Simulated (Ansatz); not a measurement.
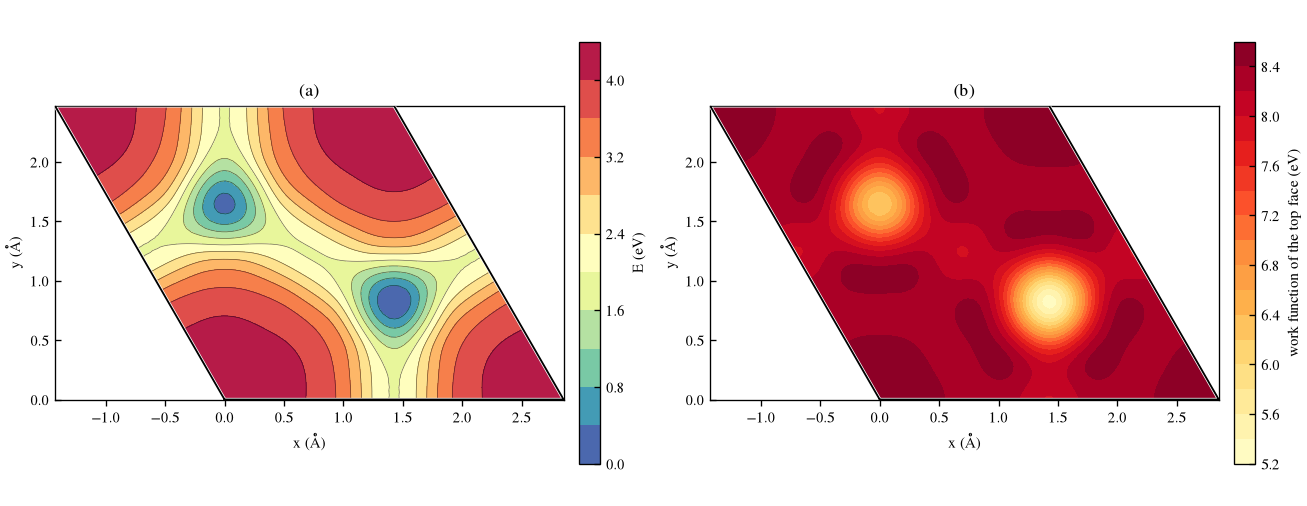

N on an Al(001) slab cut from the P6_3/mmc phase, its upper half relaxed before the scan (8 atoms of substrate and one adsorbate in a 1 × 1 cell). N is moved over the surface cell; relaxed at each place: the height of the adsorbate's atoms; substrate rigid; the origin of the map has the adsorbate above Al8. Places are given modulo a cell vector. The map is drawn in real space over the plane of the surface. The grid has 6 × 6 points; 10 points were computed and 26 follow by symmetry. Energies: eV, counted from the lowest grid point. With one adsorbate in each 1 × 1 cell, its nearest image is 2.9 Å away, so neighbouring adsorbates interact. The calculation used Ansatz, DFT PBE, scalar-relativistic, plane waves, PAW. Settings: cutoff 420 eV, k-mesh 9×9×1, gaussian smearing 0.1 eV, no spin polarisation.

Panel (a) is the energy; panel (b) is the computed work function of the top face, in eV.

Drawn: filled contours, the outline of one cell of the plane. Between grid points the surface is interpolated.

Q: How does the work function of the top face vary over the map, and what is it at the lowest grid point?

A: It runs from 5.29 eV at a threefold hollow over a second-layer Al atom, (4/6, 2/6) of the cell vectors to 8.51 eV at the top site over a surface Al atom, (0/6, 0/6) of the cell vectors. At the lowest grid point, a threefold hollow over a second-layer Al atom, (4/6, 2/6) of the cell vectors, it is 5.29 eV.

PAW datasets: the set soft_1.
